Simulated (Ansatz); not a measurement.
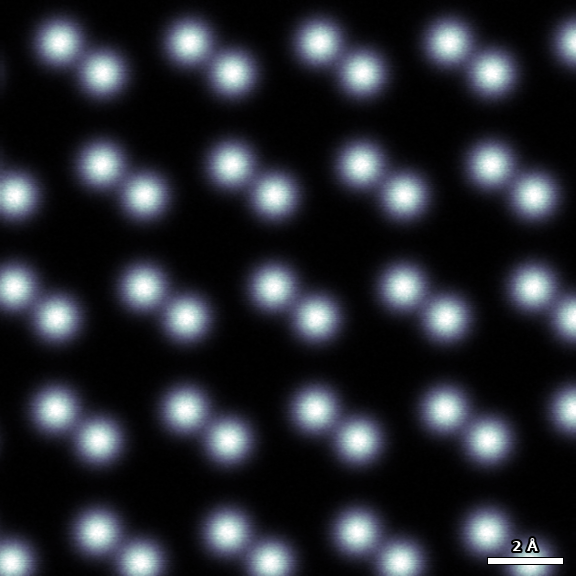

Dark-field STEM-like image of a crystal. Simulated incoherent Z contrast: every atom adds Z^1.8 spread by a probe of 0.91 Å full width; channelling and multiple scattering are left out. Shot noise and a slight drift were added.

Question: Measure the repeat of the pattern.

Answer: The pattern repeats on a centred rectangular net of 4.1 × 5.8 Å.

Question: What is the plane group of the image?

Answer: c2mm: perpendicular mirror lines on a centred net, with further twofold points between them.

Question: How many columns does the smallest repeating cell hold, and how many levels of brightness?

Answer: 2 columns in the primitive cell of 11.7 Å², all of one brightness.

The crystal is W (Fd-3m, No. 227) seen along [110]. Structure: the end point of a relaxation with Ansatz, DFT, PBEsol, plane waves (420 eV) with PAW, scalar-relativistic; the starting structure was generated, so it need not be a known form of this composition.
